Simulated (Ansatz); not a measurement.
# Ag(110) / 3 layers Pd(110) / Ag(110): resistance against film thickness, part 2 of 3

How does the resistance across the layers grow with the film in Ag(110) / 3 layers Pd(110) / Ag(110)?

Ansatz 0.2.0; Ansatz plane-wave DFT, PBE, PAW files; ballistic transport by layer matching (Landauer), zero bias; PAW set soft_1.

So far. Step 2 (With 3 layers): The lead's potential steps by 1.8 meV from period to period, small in itself. The program estimates the junction's conductance to 5.2 % from the k-mesh, 1.5 % from the leads' distance from neutral and 0.4 % from their steps.

**3. With 5 layers, k-mesh 13×9×1, film layers 5**

The stack now holds 5 film layers; the k-mesh follows the cell, and the energies span -0.27 to 0.27 eV.

System of this step: Ag(110) / 5 layers Pd(110) / Ag(110). The cell holds 18 atoms: 13 Ag and 5 Pd. Cell: a = 2.889 Å, b = 4.086 Å, c = 25.012 Å, α = 90.0°, β = 90.0°, γ = 90.0°. It derives from Ag and Pd. Regions: lead, 13 atoms (13 Ag); films, 5 atoms (5 Pd). The structure is stacked along c, and the current runs across the ab planes.

The input, input.yaml:

```yaml
crystal:
  lattice:
    - [2.8893797293, 0.0, 0.0]
    - [0.0, 4.0862, 0.0]
    - [0.0, 0.0, 25.012109372]
  atoms:
    - { symbol: Ag, position: [0.0, 0.0, 0.0288798086] }
    - { symbol: Ag, position: [0.5, 0.5, 0.0866394259] }
    - { symbol: Ag, position: [0.0, 0.0, 0.1443990432] }
    - { symbol: Ag, position: [0.5, 0.5, 0.2021586605] }
    - { symbol: Ag, position: [0.0, 0.0, 0.2599182778] }
    - { symbol: Ag, position: [0.5, 0.5, 0.317677895] }
    - { symbol: Pd, position: [0.0, 0.0, 0.3714702012] }
    - { symbol: Pd, position: [0.5, 0.5, 0.4212951963] }
    - { symbol: Pd, position: [0.0, 0.0, 0.4711201914] }
    - { symbol: Pd, position: [0.5, 0.5, 0.5209451864] }
    - { symbol: Pd, position: [0.0, 0.0, 0.5707701815] }
    - { symbol: Ag, position: [0.5, 0.5, 0.6245624877] }
    - { symbol: Ag, position: [0.0, 0.0, 0.682322105] }
    - { symbol: Ag, position: [0.5, 0.5, 0.7400817222] }
    - { symbol: Ag, position: [0.0, 0.0, 0.7978413395] }
    - { symbol: Ag, position: [0.5, 0.5, 0.8556009568] }
    - { symbol: Ag, position: [0.0, 0.0, 0.9133605741] }
    - { symbol: Ag, position: [0.5, 0.5, 0.9711201914] }
kpoints:
  mp_grid: { grid: [13, 9, 1] }
hamiltonian:
  xc: pbe
  pseudopotentials: { kind: paw, azcp: { folder: soft_1 } }
scf:
  occupations: { method: fermi_dirac, width: 0.1 }
output:
  transmission:
    leads: [[0, 1]]
    kmesh: [26, 18]
    e_range: [-0.27, 0.27]
    de: 0.036
  write_potential: true
  write_density: true
  volumetric_format: npy
```

Command:

```
> ansatz run input.yaml --threads 4 --pin off --max-ram 8192MiB --backend cpu --events-out ev --progress --plain --runs-dir out
```

Numbers of over 12 decimals in the logs are rounded to 6 here.

Output:

```text
[...]
Crystal: 18 atoms, lattice volume = 295.308 Å³
Basis set: ecut = 420 eV, 5767 PW (Γ)
Bands: 203, of which v1, the nominal top of the filled ones, is band 169 counted from 1 (168 counted from 0)
Symmetry: 8 space group operations
[...]
k-points: 35 of 117
[...]
--- Transmission ---
  basis      : 101 plane waves across, 36 finite elements along
  points     : 140, standing for a mesh of 26 x 18
[...]
filled         : 14.4 meV under the level at which it is neutral
    channels       : 1.382479e0 a spin
[...]
slowest decay  : 0.0600 /Å at (0.0769, 0.5000)
  junction   : crystal 0 to crystal 0, -0.70 to 22.87 Å
    transmission   : 9.004998e-1 a spin
[...]
resistance     : 5.6339e-4 Ω µm² beyond half of each lead's own
[key lines of the parts left out:]
SCF converged after 13 iterations
Free energy (F): -133541.996720 eV
Fermi energy:    17.797332 eV
```

It took 5.6 min on 4 threads of Arm Neoverse V1, shared host; peak memory 2.2 GiB; 20 min of CPU time.

Numbers from this step:

```
free energy                                                                : -133541.9967 eV
energy at zero smearing                                                    : -133541.8073 eV
Fermi energy                                                               : 17.80 eV
step of the lead's potential                                               : 1.6 meV
ballistic conductance of the lead                                          : 9.03e14 S/m²
lead conductance per cell                                                  : 1.376 G₀
conductance of the junction                                                : 5.98e14 S/m²
junction conductance per cell                                              : 0.9120 G₀
estimated errors of the junction's conductance                             : 0, 0, 4.7, 0.7, 0.4 % (energy step, band edges, k-mesh, leads' steps, distance from neutral)
area resistance that the stack adds (contact term taken off, spin by spin) : 0.5634 fΩ m²
```

Per spin. The transmission, zone mean by energy, zero at the Fermi level:

| energy (eV) | transmission, zone mean |
| --- | --- |
| -0.270 | 0.727 |
| -0.234 | 0.734 |
| -0.198 | 0.771 |
| -0.162 | 0.828 |
| -0.126 | 0.859 |
| -0.090 | 0.869 |
| -0.054 | 0.900 |
| -0.018 | 0.920 |
| 0.018 | 0.900 |
| 0.054 | 0.932 |
| 0.090 | 0.931 |
| 0.126 | 0.934 |
| 0.162 | 0.949 |
| 0.198 | 0.960 |
| 0.234 | 0.969 |
| 0.270 | 0.978 |

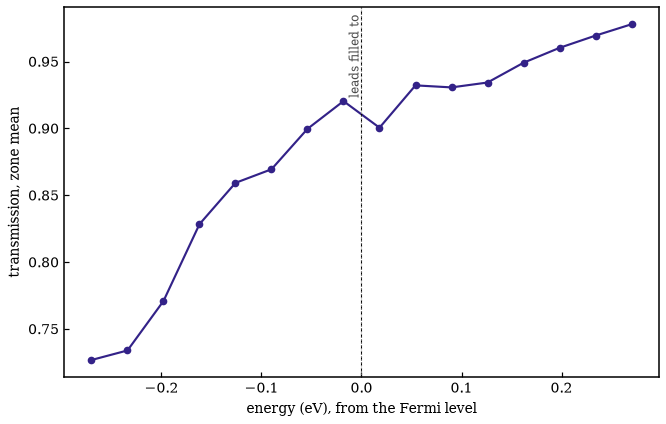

Transmission, zone mean against energy.

The conductance of the junction is 6.0e14 S/m², 7.4 % over the 5.6e14 S/m² of the last finished run, no more than the error estimates, leads' steps apart, of 5.2 and 4.7 % together.

**4. With 6 layers, k-mesh 13×9×1, film layers 6**

The stack now holds 6 film layers; the k-mesh follows the cell, and the energies span -0.27 to 0.27 eV.

System of this step: Ag(110) / 6 layers Pd(110) / Ag(110). The cell holds 18 atoms: 12 Ag and 6 Pd. Its edges and angles: a = 2.889 Å, b = 4.086 Å, c = 24.814 Å, α = 90.0°, β = 90.0°, γ = 90.0°. It derives from Ag and Pd. Regions: lead, 12 atoms (12 Ag); films, 6 atoms (6 Pd). The structure is stacked along c, and the current runs across the ab planes.

input.yaml, the sections that differ from step 3:

```yaml
crystal:
  lattice:
    - [2.8893797293, 0.0, 0.0]
    - [0.0, 4.0862, 0.0]
    - [0.0, 0.0, 24.8136477337]
  atoms:
    - { symbol: Ag, position: [0.0, 0.0, 0.0291107918] }
    - { symbol: Ag, position: [0.5, 0.5, 0.0873323753] }
    - { symbol: Ag, position: [0.0, 0.0, 0.1455539589] }
    - { symbol: Ag, position: [0.5, 0.5, 0.2037755424] }
    - { symbol: Ag, position: [0.0, 0.0, 0.261997126] }
    - { symbol: Ag, position: [0.5, 0.5, 0.3202187095] }
    - { symbol: Pd, position: [0.0, 0.0, 0.3744412511] }
    - { symbol: Pd, position: [0.5, 0.5, 0.4246647506] }
    - { symbol: Pd, position: [0.0, 0.0, 0.4748882502] }
    - { symbol: Pd, position: [0.5, 0.5, 0.5251117498] }
    - { symbol: Pd, position: [0.0, 0.0, 0.5753352494] }
    - { symbol: Pd, position: [0.5, 0.5, 0.6255587489] }
    - { symbol: Ag, position: [0.0, 0.0, 0.6797812905] }
    - { symbol: Ag, position: [0.5, 0.5, 0.738002874] }
    - { symbol: Ag, position: [0.0, 0.0, 0.7962244576] }
    - { symbol: Ag, position: [0.5, 0.5, 0.8544460411] }
    - { symbol: Ag, position: [0.0, 0.0, 0.9126676247] }
    - { symbol: Ag, position: [0.5, 0.5, 0.9708892082] }
# kpoints, hamiltonian, scf, output: as in step 3
```

Output:

```text
[...]
Crystal: 18 atoms, lattice volume = 292.964 Å³
Basis set: ecut = 420 eV, 5715 PW (Γ)
Bands: 202, of which v1, the nominal top of the filled ones, is band 168 counted from 1 (167 counted from 0)
Symmetry: 8 space group operations
[...]
k-points: 35 of 117
[...]
--- Transmission ---
  basis      : 101 plane waves across, 37 finite elements along
  points     : 140, standing for a mesh of 26 x 18
[...]
filled         : 5.5 meV over the level at which it is neutral
    channels       : 1.382479e0 a spin
[...]
slowest decay  : 0.0677 /Å at (0.0769, 0.5000)
  junction   : crystal 0 to crystal 0, 0.70 to 24.07 Å
    transmission   : 8.330323e-1 a spin
[...]
resistance     : 7.1063e-4 Ω µm² beyond half of each lead's own
[key lines of the parts left out:]
SCF converged after 13 iterations
Free energy (F): -132924.133805 eV
Fermi energy:    17.942721 eV
```

The job ended after 5.8 min (4 threads; peak memory 2.1 GiB; 21 min of CPU time).

Numbers from this step:

| Property | Result |
| --- | --- |
| free energy | -132924.1338 eV |
| energy at zero smearing | -132923.9142 eV |
| Fermi energy | 17.94 eV |
| step of the lead's potential | 3.2 meV |
| ballistic conductance of the lead | 9.05e14 S/m² |
| estimated errors of the lead's conductance | 0, 4.8, 0.1 % (band edges, k-mesh, distance from neutral) |
| lead conductance per cell | 1.379 G₀ |
| conductance of the junction | 5.51e14 S/m² |
| junction conductance per cell | 0.8391 G₀ |
| estimated errors of the junction's conductance | 0.1, 0, 5.1, 2.1, 0.3 % (energy step, band edges, k-mesh, leads' steps, distance from neutral) |
| area resistance that the stack adds (contact term taken off, spin by spin) | 0.7106 fΩ m² |

Per spin. Table of transmission, zone mean by energy, zero at the Fermi level:

| energy (eV) | transmission, zone mean |
| --- | --- |
| -0.270 | 0.748 |
| -0.234 | 0.780 |
| -0.198 | 0.766 |
| -0.162 | 0.771 |
| -0.126 | 0.716 |
| -0.090 | 0.755 |
| -0.054 | 0.815 |
| -0.018 | 0.855 |
| 0.018 | 0.833 |
| 0.054 | 0.876 |
| 0.090 | 0.880 |
| 0.126 | 0.892 |
| 0.162 | 0.914 |
| 0.198 | 0.926 |
| 0.234 | 0.934 |
| 0.270 | 0.941 |

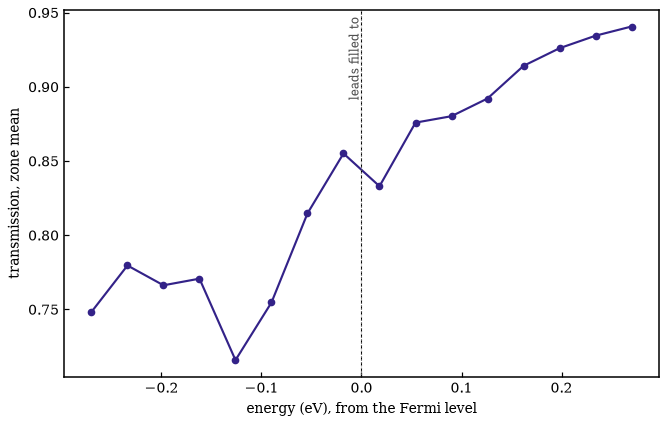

Transmission, zone mean against energy.

The conductance of the junction is 5.5e14 S/m², 8.0 % under the 6.0e14 S/m² of the last finished run, no more than the error estimates, leads' steps apart, of 4.7 and 5.1 % together.

**5. With 8 layers, k-mesh 13×9×1, film layers 8**

The stack now holds 8 film layers; the k-mesh follows the cell, and the energies span -0.27 to 0.27 eV.

System of this step: Ag(110) / 8 layers Pd(110) / Ag(110). The cell holds 20 atoms: 12 Ag and 8 Pd. Cell: a = 2.889 Å, b = 4.086 Å, c = 27.306 Å, α = 90.0°, β = 90.0°, γ = 90.0°. It derives from Ag and Pd. Regions: lead, 12 atoms (12 Ag); films, 8 atoms (8 Pd). The structure is stacked along c, and the current runs across the ab planes.

input.yaml, the sections that differ from step 4:

```yaml
crystal:
  lattice:
    - [2.8893797293, 0.0, 0.0]
    - [0.0, 4.0862, 0.0]
    - [0.0, 0.0, 27.3061041864]
  atoms:
    - { symbol: Ag, position: [0.0, 0.0, 0.0264536064] }
    - { symbol: Ag, position: [0.5, 0.5, 0.0793608192] }
    - { symbol: Ag, position: [0.0, 0.0, 0.132268032] }
    - { symbol: Ag, position: [0.5, 0.5, 0.1851752448] }
    - { symbol: Ag, position: [0.0, 0.0, 0.2380824576] }
    - { symbol: Ag, position: [0.5, 0.5, 0.2909896703] }
    - { symbol: Pd, position: [0.0, 0.0, 0.3402628671] }
    - { symbol: Pd, position: [0.5, 0.5, 0.385902048] }
    - { symbol: Pd, position: [0.0, 0.0, 0.4315412288] }
    - { symbol: Pd, position: [0.5, 0.5, 0.4771804096] }
    - { symbol: Pd, position: [0.0, 0.0, 0.5228195904] }
    - { symbol: Pd, position: [0.5, 0.5, 0.5684587712] }
    - { symbol: Pd, position: [0.0, 0.0, 0.614097952] }
    - { symbol: Pd, position: [0.5, 0.5, 0.6597371329] }
    - { symbol: Ag, position: [0.0, 0.0, 0.7090103297] }
    - { symbol: Ag, position: [0.5, 0.5, 0.7619175424] }
    - { symbol: Ag, position: [0.0, 0.0, 0.8148247552] }
    - { symbol: Ag, position: [0.5, 0.5, 0.867731968] }
    - { symbol: Ag, position: [0.0, 0.0, 0.9206391808] }
    - { symbol: Ag, position: [0.5, 0.5, 0.9735463936] }
# kpoints, hamiltonian, scf, output: as in step 4
```

Output:

```text
[...]
Crystal: 20 atoms, lattice volume = 322.392 Å³
Basis set: ecut = 420 eV, 6275 PW (Γ)
Bands: 224, of which v1, the nominal top of the filled ones, is band 186 counted from 1 (185 counted from 0)
Symmetry: 8 space group operations
[...]
k-points: 35 of 117
[...]
--- Transmission ---
  basis      : 101 plane waves across, 41 finite elements along
  points     : 140, standing for a mesh of 26 x 18
[...]
filled         : 16.8 meV under the level at which it is neutral
    channels       : 1.382479e0 a spin
[...]
slowest decay  : 0.0590 /Å at (0.0769, 0.5000)
  junction   : crystal 0 to crystal 0, 0.70 to 26.56 Å
    transmission   : 8.054740e-1 a spin
[...]
resistance     : 7.7960e-4 Ω µm² beyond half of each lead's own
[key lines of the parts left out:]
SCF converged after 13 iterations
Free energy (F): -146869.850817 eV
Fermi energy:    18.096588 eV
```

Elapsed: 6.8 min, on 4 threads; peak memory 2.5 GiB; 26 min of CPU time.

This step gave:

| Property | Result |
| --- | --- |
| free energy | -146869.8508 eV |
| energy at zero smearing | -146869.6030 eV |
| Fermi energy | 18.10 eV |
| step of the lead's potential | 1.5 meV |
| ballistic conductance of the lead | 9.03e14 S/m² |
| estimated errors of the lead's conductance | 0, 4.8, 0.2 % (band edges, k-mesh, distance from neutral) |
| lead conductance per cell | 1.376 G₀ |
| conductance of the junction | 5.30e14 S/m² |
| junction conductance per cell | 0.8074 G₀ |
| estimated errors of the junction's conductance | 0.1, 0, 6.3, 1.4, 0.9 % (energy step, band edges, k-mesh, leads' steps, distance from neutral) |
| area resistance that the stack adds (contact term taken off, spin by spin) | 0.7796 fΩ m² |

Per spin. Transmission, zone mean against energy, zero at the Fermi level:

| energy (eV) | transmission, zone mean |
| --- | --- |
| -0.270 | 0.769 |
| -0.234 | 0.776 |
| -0.198 | 0.811 |
| -0.162 | 0.806 |
| -0.126 | 0.781 |
| -0.090 | 0.787 |
| -0.054 | 0.792 |
| -0.018 | 0.798 |
| 0.018 | 0.805 |
| 0.054 | 0.831 |
| 0.090 | 0.874 |
| 0.126 | 0.907 |
| 0.162 | 0.921 |
| 0.198 | 0.945 |
| 0.234 | 0.945 |
| 0.270 | 0.952 |

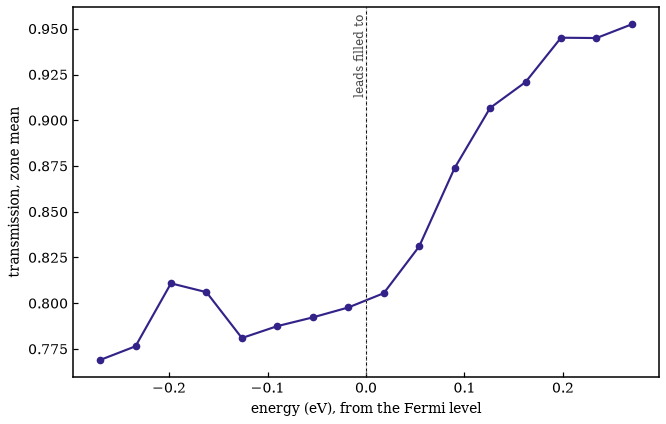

Transmission, zone mean, plotted against energy.

The conductance of the junction is 5.3e14 S/m², 3.8 % under the 5.5e14 S/m² of the last finished run, within the error estimates, leads' steps apart, of 5.1 and 6.3 %.

**6. With 10 layers, k-mesh 13×9×1, film layers 10**

The stack now holds 10 film layers; the k-mesh follows the cell, and the energies span -0.27 to 0.27 eV.

System of this step: Ag(110) / 10 layers Pd(110) / Ag(110). The cell holds 22 atoms: 12 Ag and 10 Pd. Its edges and angles: a = 2.889 Å, b = 4.086 Å, c = 29.799 Å, α = 90.0°, β = 90.0°, γ = 90.0°. It derives from Ag and Pd. Regions: lead, 12 atoms (12 Ag); films, 10 atoms (10 Pd). The structure is stacked along c, and the current runs across the ab planes.

input.yaml, the sections that differ from step 5:

```yaml
crystal:
  lattice:
    - [2.8893797293, 0.0, 0.0]
    - [0.0, 4.0862, 0.0]
    - [0.0, 0.0, 29.798560639]
  atoms:
    - { symbol: Ag, position: [0.0, 0.0, 0.0242409337] }
    - { symbol: Ag, position: [0.5, 0.5, 0.0727228011] }
    - { symbol: Ag, position: [0.0, 0.0, 0.1212046684] }
    - { symbol: Ag, position: [0.5, 0.5, 0.1696865358] }
    - { symbol: Ag, position: [0.0, 0.0, 0.2181684032] }
    - { symbol: Ag, position: [0.5, 0.5, 0.2666502705] }
    - { symbol: Pd, position: [0.0, 0.0, 0.3118020838] }
    - { symbol: Pd, position: [0.5, 0.5, 0.3536238429] }
    - { symbol: Pd, position: [0.0, 0.0, 0.3954456021] }
    - { symbol: Pd, position: [0.5, 0.5, 0.4372673613] }
    - { symbol: Pd, position: [0.0, 0.0, 0.4790891204] }
    - { symbol: Pd, position: [0.5, 0.5, 0.5209108796] }
    - { symbol: Pd, position: [0.0, 0.0, 0.5627326387] }
    - { symbol: Pd, position: [0.5, 0.5, 0.6045543979] }
    - { symbol: Pd, position: [0.0, 0.0, 0.6463761571] }
    - { symbol: Pd, position: [0.5, 0.5, 0.6881979162] }
    - { symbol: Ag, position: [0.0, 0.0, 0.7333497295] }
    - { symbol: Ag, position: [0.5, 0.5, 0.7818315968] }
    - { symbol: Ag, position: [0.0, 0.0, 0.8303134642] }
    - { symbol: Ag, position: [0.5, 0.5, 0.8787953316] }
    - { symbol: Ag, position: [0.0, 0.0, 0.9272771989] }
    - { symbol: Ag, position: [0.5, 0.5, 0.9757590663] }
# kpoints, hamiltonian, scf, output: as in step 5
```

Output:

```text
[...]
Crystal: 22 atoms, lattice volume = 351.819 Å³
Basis set: ecut = 420 eV, 6859 PW (Γ)
Bands: 245, of which v1, the nominal top of the filled ones, is band 204 counted from 1 (203 counted from 0)
Symmetry: 8 space group operations
[...]
k-points: 35 of 117
[...]
--- Transmission ---
  basis      : 101 plane waves across, 46 finite elements along
  points     : 140, standing for a mesh of 26 x 18
[...]
filled         : 55.2 meV over the level at which it is neutral
    channels       : 1.386752e0 a spin
[...]
slowest decay  : 0.0836 /Å at (0.0769, 0.5000)
  junction   : crystal 0 to crystal 0, 0.70 to 29.05 Å
    transmission   : 7.892474e-1 a spin
[...]
resistance     : 8.1212e-4 Ω µm² beyond half of each lead's own
[key lines of the parts left out:]
SCF converged after 13 iterations
Free energy (F): -160815.387045 eV
Fermi energy:    18.279740 eV
```

Elapsed: 7.7 min, on 4 threads; peak memory 2.9 GiB.

Numbers from this step:

```yaml
free_energy: -160815.3870 eV
energy_at_zero_smearing: -160815.0986 eV
fermi_energy: 18.28 eV
step_of_the_lead_s_potential: 0.5 meV
ballistic_conductance_of_the_lead: 9.07e14 S/m²
estimated_errors_of_the_lead_s_conductance: 0, 4.8, 0.3 % (band edges, k-mesh, distance from neutral)
lead_conductance_per_cell: 1.382 G₀
conductance_of_the_junction: 5.22e14 S/m²
junction_conductance_per_cell: 0.7959 G₀
estimated_errors_of_the_junction_s_conductance: 0.1, 0, 5.3, 0.8, 0.3 % (energy step, band edges, k-mesh, leads' steps, distance from neutral)
area_resistance_that_the_stack_adds_contact_term_taken_off_spin_by_spin: 0.8121 fΩ m²
```

[end of part 2 of 3]

[Logs are printed without paths, hosts, clocks, repeated set-up lines and the standing remarks that a program may print on its own settings, such as how far it seeks lower states.]

[Hosts, paths, dates, database ids (printed as entryN), source tags and the programs' standing remarks are cut or masked in the printed files.]
